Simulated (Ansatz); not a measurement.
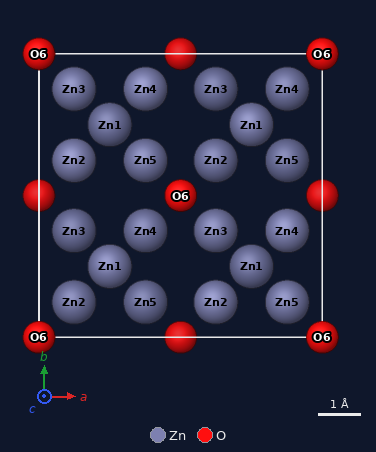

Starting structure of solid Zn5O (a generated structure, set up in F-43m) (coarse preliminary run). Style: ball-and-stick. Shown: the conventional cell (4 times the calculation's cell), along the c axis. Lengths and directions refer to the drawn axes.

Method: DFT PBE, scalar-relativistic, plane waves, PAW (Ansatz).

Input file:
```yaml
crystal:
  lattice:
    - [0.0, 3.37886211, 3.37886211]
    - [3.37886211, 0.0, 3.37886211]
    - [3.37886211, 3.37886211, 0.0]
  atoms:
    - { symbol: Zn, position: [0.25, 0.25, 0.25] }
    - { symbol: Zn, position: [0.12830949, 0.62389684, 0.62389684] }
    - { symbol: Zn, position: [0.62389684, 0.62389684, 0.62389684] }
    - { symbol: Zn, position: [0.62389684, 0.62389684, 0.12830949] }
    - { symbol: Zn, position: [0.62389684, 0.12830949, 0.62389684] }
    - { symbol: O, position: [0.0, 0.0, 0.0], spin: 1.0 }
basis:
  ecutwfc: 420
kpoints:
  mp_grid: { grid: [4, 4, 4] }
hamiltonian:
  xc: pbe
scf:
  occupations: { method: gaussian, width: 0.1 }
  lower_state_search: "off"
output:
  forces: true
  stress: true
  eigenvalues: true
  populations: true
magnetization:
  spin_polarized: true
relax:
  adjacent_minimum: "off"
  f_tol: 0.04
  max_steps: 70
  cell: { stress_tol: 0.4 }
```

Command:
```bash
ansatz run input.yaml --threads 1 --pin off --max-ram 2560MiB --backend cpu --events-out ev --progress --plain --runs-dir out
```

### What does the optimiser find from here?

The largest moves relative to the cell, 0.015 Å, are those of Zn2, Zn3, Zn4 and Zn5. Zn4 goes along [−1 −1 −1]. O stays in place. The volume changes by +16.3 %, with a = b = c 6.758 → 7.106 Å (+5.2 %). Some distances before and after: Zn2–Zn3 2.368 → 2.515 Å, Zn2–Zn3 (another image) 2.410 → 2.510 Å. The space group stays F-43m (No. 216). Over 3 accepted moves (4 points after the start) the energy falls by 0.577 eV per cell of the calculation. Largest force component: 0.34 eV/Å at the start, 0.0045 eV/Å at the end. Pressure: 16.32 GPa at the start and 0.32 GPa at the end. The SCF was repeated once at an unchanged geometry on a basis and grid sized afresh for the cell, which shifted the energy by 36.4 meV per cell of the calculation at most. The run took 59 s on 1 thread of Intel(R) Xeon(R) Processor @ 2.50GHz (Skylake/Cascade Lake), with other jobs on the host, peak memory 0.39 GiB.

History of the run:

| step | E − E(0), meV/atom | largest force component, eV/Å | pressure, GPa | volume, Å³/atom | note |
| --- | --- | --- | --- | --- | --- |
| 0 | 0.00 | 0.3369 | 16.32 | 12.858 |  |
| 1 | -72.18 | 0.1866 | 6.34 | 13.922 |  |
| 2 | -89.45 | 0.0559 | 1.31 | 14.690 |  |
| 3 | -90.10 | 0.0045 | -0.09 | 14.952 |  |
| 4 | -96.17 | 0.0045 | 0.32 | 14.952 | same geometry, new basis |

Final geometry:

```xyz
6
Lattice="0.0000 3.5531 3.5531 3.5531 0.0000 3.5531 3.5531 3.5531 0.0000" Properties=species:S:1:pos:R:3 pbc="T T T"
Zn    1.7766    1.7766    1.7766
Zn    4.4422    2.6640    2.6640
Zn    4.4422    4.4422    4.4422
Zn    2.6640    2.6640    4.4422
Zn    2.6640    4.4422    2.6640
O     0.0000    0.0000    0.0000
```

The end point in the same view:

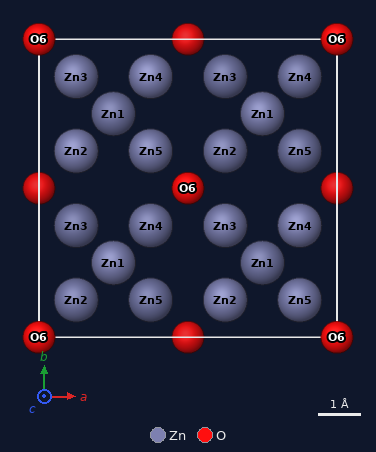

Limits of the set-up: layers or molecules are held without a dispersion correction, so their spacing is unreliable.
